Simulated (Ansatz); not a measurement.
```yaml
crystal:
  lattice:
    - [9.51996, 0.00000, 0.00000]
    - [0.00000, 2.97576, 0.00000]
    - [0.00000, 0.00000, 4.97020]
  atoms:
    - { symbol: Ti, position: [0.13781, 0.25000, 0.91884] }
    - { symbol: Ti, position: [0.86219, 0.75000, 0.08116] }
    - { symbol: Ti, position: [0.36219, 0.75000, 0.41884] }
    - { symbol: Ti, position: [0.63781, 0.25000, 0.58116] }
    - { symbol: O, position: [0.26659, 0.25000, 0.63339] }
    - { symbol: O, position: [0.73341, 0.75000, 0.36661] }
    - { symbol: O, position: [0.23341, 0.75000, 0.13339] }
    - { symbol: O, position: [0.76659, 0.25000, 0.86661] }
    - { symbol: O, position: [0.96964, 0.25000, 0.20334] }
    - { symbol: O, position: [0.03036, 0.75000, 0.79666] }
    - { symbol: O, position: [0.53036, 0.75000, 0.70334] }
    - { symbol: O, position: [0.46964, 0.25000, 0.29666] }
```

Space group Pnma; computed without spin polarisation.

Theory: DFT PBE, scalar-relativistic, plane waves, PAW in Ansatz.

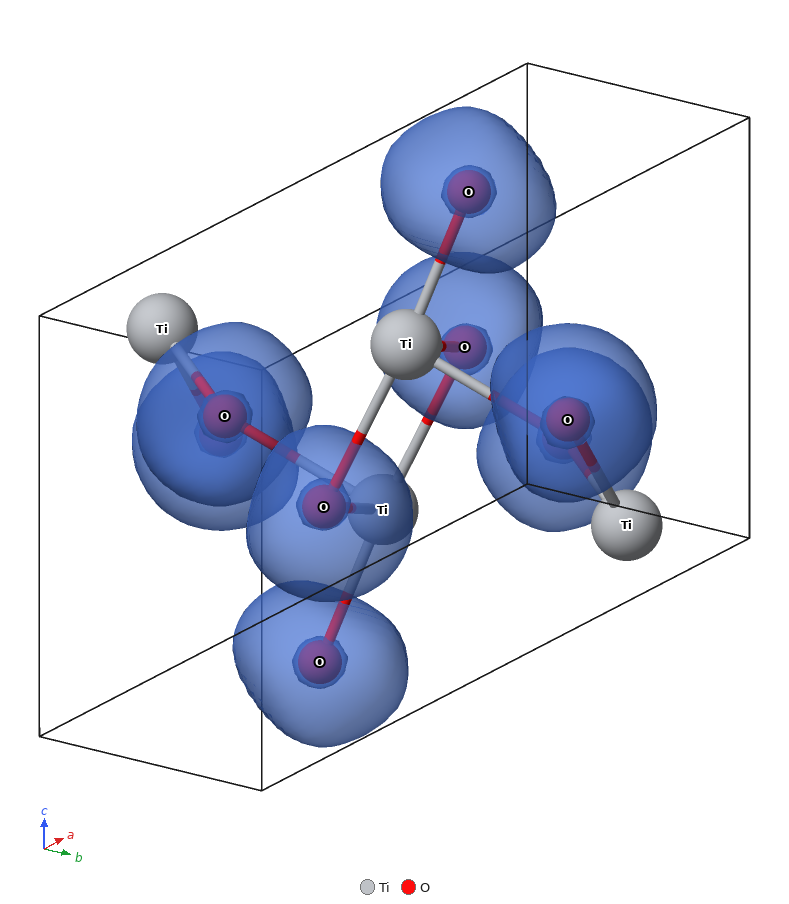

TiO2. Isosurface of the ELF at 0.6 (blue), seen at an oblique angle. Core shells and regions of very low density are left out. Sticks mark near contacts.

In a PAW calculation such maps are meaningful between the atoms, not at the nuclei.

Identify the bonds, lone pairs and shells in this picture.

Answer. The surface consists of eight regions wrapped around O (the valence shell of each), counted in one cell of 12 atoms. Any copies at cell faces, edges or corners count once. Along the contacts the grid gives the following. Ti–O (1.88 Å): the ELF peaks at about 0.80 in the valence shell of O, 0.6 Å from its nucleus, and is about 0.25 at the midpoint; no shared electron pair shows on this line. Ti–O (2.04 Å): the ELF peaks at about 0.85 in the valence shell of O, 0.6 Å from its nucleus, and is about 0.20 at the midpoint: no localised pair shows between them.

Metal or insulator at this level of theory?

Answer. It is gapped, with a Kohn–Sham gap of 2.6 eV on the k-point mesh (the band edges may lie off the mesh, which would make the gap smaller).
